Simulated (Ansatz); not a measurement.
Consider PbF2.

Input

```
crystal:
  lattice:
    - [0.0, 2.96985, 2.96985]
    - [2.96985, 0.0, 2.96985]
    - [2.96985, 2.96985, 0.0]
  atoms:
    - { symbol: Pb, position: [0.0, 0.0, 0.0] }
    - { symbol: F, position: [0.2289551661, 0.2289551661, 0.2710448339] }
    - { symbol: F, position: [0.7289551661, 0.7289551661, 0.7710448339] }
basis:
  ecutwfc: 420
kpoints:
  mp_grid: { grid: [8, 8, 8] }
hamiltonian:
  xc: pbe
scf:
  occupations: { method: gaussian, width: 0.05 }
output:
  forces: true
  stress: true
  eigenvalues: true
  write_density: true
  write_potential: true
  elf: true
  volumetric_format: npy
```

Launched as:

```sh
ansatz run input.yaml --threads 1 --pin off --max-ram 2560MiB --backend cpu --events-out ev --progress --plain --runs-dir out
```

Below, planes, directions and counts refer to the conventional cell (a = 4.20 Å, b = 4.20 Å, c = 5.94 Å, α = 90.00°, β = 90.00°, γ = 90.00°).

Space group I4mm; changed on purpose from its base cell (all F atoms moved +0.125 Å, as atom 2 towards its neighbour atom 3 (F) at 2.970 A); computed pressure about 3 GPa in this cell.

All numbers below come from DFT PBE, scalar-relativistic, plane waves, PAW (Ansatz 0.2.0).

Q: What can the converged valence pseudo-density and electron localisation function tell about the bonding?

A: Pb–F (2.50 Å): ρ is about 0.29 e/Å³ halfway; the ELF is about 0.15 at the midpoint; no shared electron pair shows on this line.

Q: Does the calculation make it a metal, or give it a gap?

A: It is gapped, with a Kohn–Sham gap of 4.4 eV on the k-point mesh (the band edges may lie off the mesh, which would make the gap smaller).

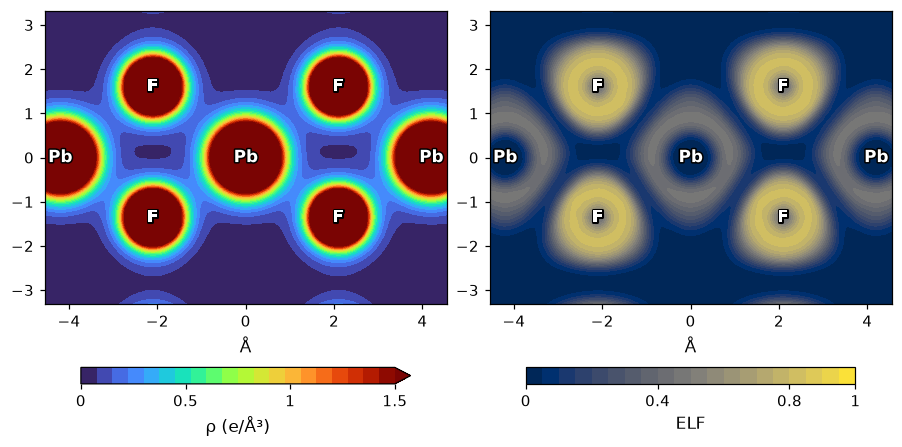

Computed valence pseudo-density and electron localisation function on the (010) plane of the conventional cell, in this order. 

The density is the valence pseudo-density of a PAW calculation; it isn't the true density close to the nuclei.
